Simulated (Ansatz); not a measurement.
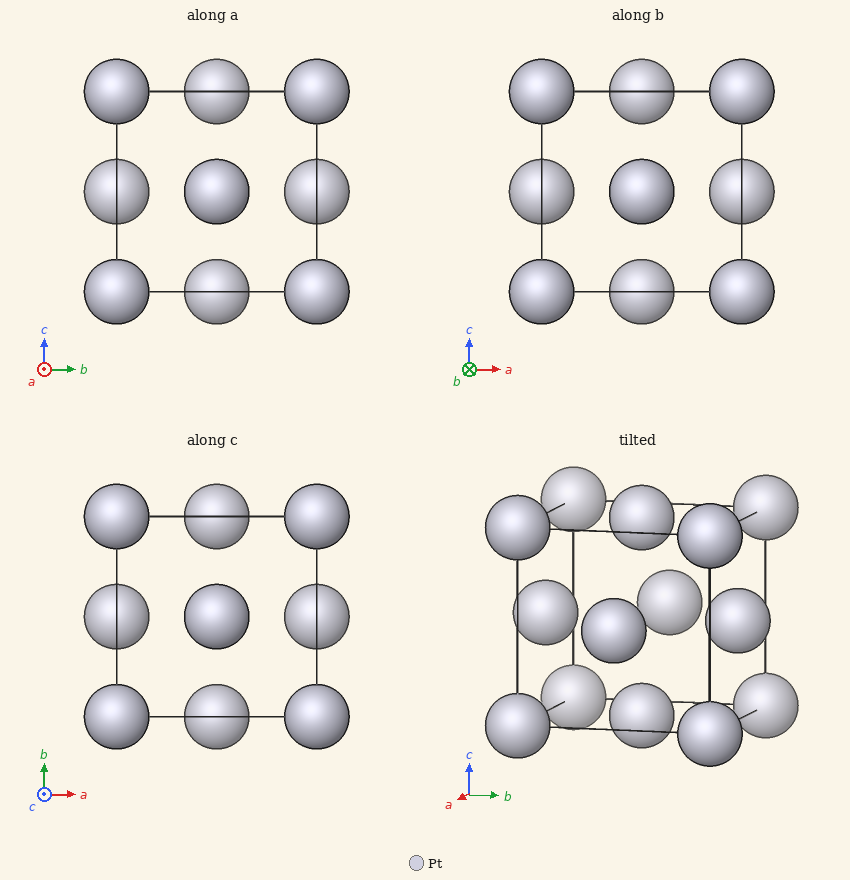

The figure gives a spheres-only picture of the atoms, viewed along the a axis, along the b axis, along the c axis and slightly off an axis. Thin lines show the conventional unit cell, with boundary atoms drawn in all their periodic places.

Lattice parameters: a = 3.9156 Å, b = 3.9156 Å, c = 3.9156 Å, α = 90.000°, β = 90.000°, γ = 90.000°.

### Set out the cell and atoms as a CIF in P1 with every atom of the cell.

```cif
data_structure
_symmetry_space_group_name_H-M 'P 1'
_symmetry_Int_Tables_number 1
_cell_length_a 3.9156
_cell_length_b 3.9156
_cell_length_c 3.9156
_cell_angle_alpha 90.000
_cell_angle_beta 90.000
_cell_angle_gamma 90.000
_cell_volume 60.03
loop_
_atom_site_label
_atom_site_type_symbol
_atom_site_fract_x
_atom_site_fract_y
_atom_site_fract_z
_atom_site_occupancy
Pt1 Pt 0.0000 0.0000 0.0000 1
Pt2 Pt 0.0000 0.5000 0.5000 1
Pt3 Pt 0.5000 0.0000 0.5000 1
Pt4 Pt 0.5000 0.5000 0.0000 1
```

Its origin is the standard structure of this element. The cell was then strained or its atoms displaced on purpose. It went into a calculation with Ansatz.
